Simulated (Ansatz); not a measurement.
The Ansatz input:

```
crystal:
  lattice:
    - [3.1825784893, 0.0, 0.0]
    - [-1.5912892447, 2.7561938213, 0.0]
    - [0.0, 0.0, 33.1809418955]
  atoms:
    - { symbol: Hf, position: [0.4761752784, 0.5238247216, 0.5590639609] }
    - { symbol: C, position: [0.8094875094, 0.1905124906, 0.5970810062] }
    - { symbol: Hf, position: [0.1427905286, 0.8572094714, 0.6386036729] }
    - { symbol: C, position: [0.4761230348, 0.5238769652, 0.6789985353] }
    - { symbol: Hf, position: [0.8094339771, 0.1905660229, 0.7196556676] }
    - { symbol: C, position: [0.1427903, 0.8572097, 0.7562998393] }
basis:
  ecutwfc: 420
kpoints:
  mp_grid: { grid: [12, 12, 1] }
hamiltonian:
  xc: pbesol
scf:
  occupations: { method: gaussian, width: 0.1 }
output:
  forces: true
  stress: true
  eigenvalues: true
  write_density: true
  write_potential: true
  elf: true
  volumetric_format: npy
efield:
  axis: 3
  dipole_correction: true
  ramp_width: 0.04
```

Command:
```bash
ansatz run input.yaml --threads 4 --pin off --max-ram 10240MiB --backend cpu --events-out ev --progress --plain --runs-dir out
```

What does the potential across the slab give for the work function?

The work function is 6.96 eV at the right face and 4.55 eV at the left. The vacuum level is 2.41 eV higher at the right than at the left, so the slab carries a dipole along its normal; the ramp in the vacuum, at or near the edge of the plot, is the dipole correction that keeps each side flat. The outermost atoms are 6.5 Å apart, which leaves 26.6 Å of vacuum in a cell 33.2 Å high.

The atoms aren't at rest in this cell (largest force 0.6 eV/Å), so the relaxed material can differ. Spin-orbit coupling is left out, which matters for Hf.

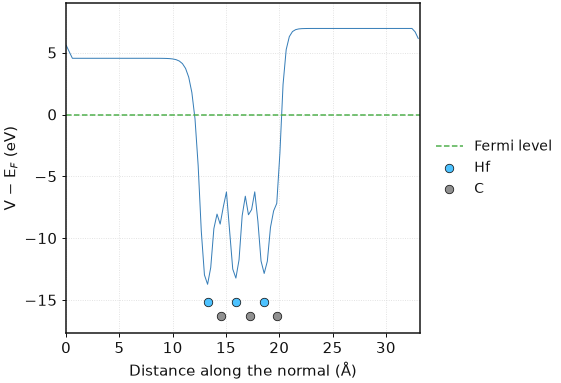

Plane-averaged electrostatic potential energy of an electron across the slab; circles at the bottom mark the heights of the atoms.
